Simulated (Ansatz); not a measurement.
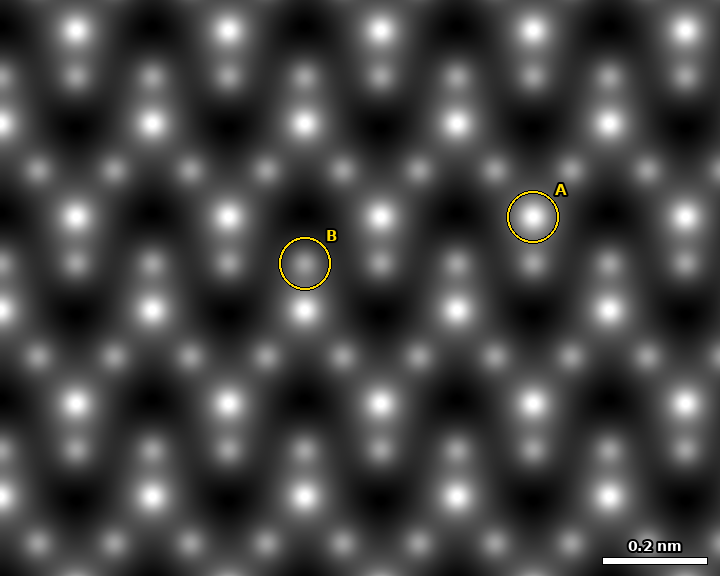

Map of the projected electrostatic potential of Si (Pm-3n, No. 223) along [211]. Computed as the sum of neutral-atom potentials (tabulated electron scattering factors, B = 0.3 Å²) projected along the beam and smoothed by 0.25 Å; brighter is more positive. The display is stretched by a gamma of 0.7; percentages refer to the linear signal. Structure used: the input geometry of a calculation; the starting structure was generated, so it need not be a known form of this composition.

```
CELL_PARAMETERS angstrom
5.13028 0.00000 0.00000
0.00000 5.13028 0.00000
0.00000 0.00000 5.13028
ATOMIC_POSITIONS crystal
Si 0.00000 0.00000 0.00000
Si 0.50000 0.50000 0.50000
Si 0.25000 0.00000 0.50000
Si 0.75000 0.00000 0.50000
Si 0.50000 0.25000 0.00000
Si 0.50000 0.75000 0.00000
Si 0.00000 0.50000 0.25000
Si 0.00000 0.50000 0.75000
```

Which atoms make up the marked columns?

Answer. A: Si (2 Si per 12.57 Å along the beam; the brightest kind). B: Si (1 Si per 12.57 Å along the beam; about 50 % of the brightest peak). Brightness is counted from the darkest point of the image.
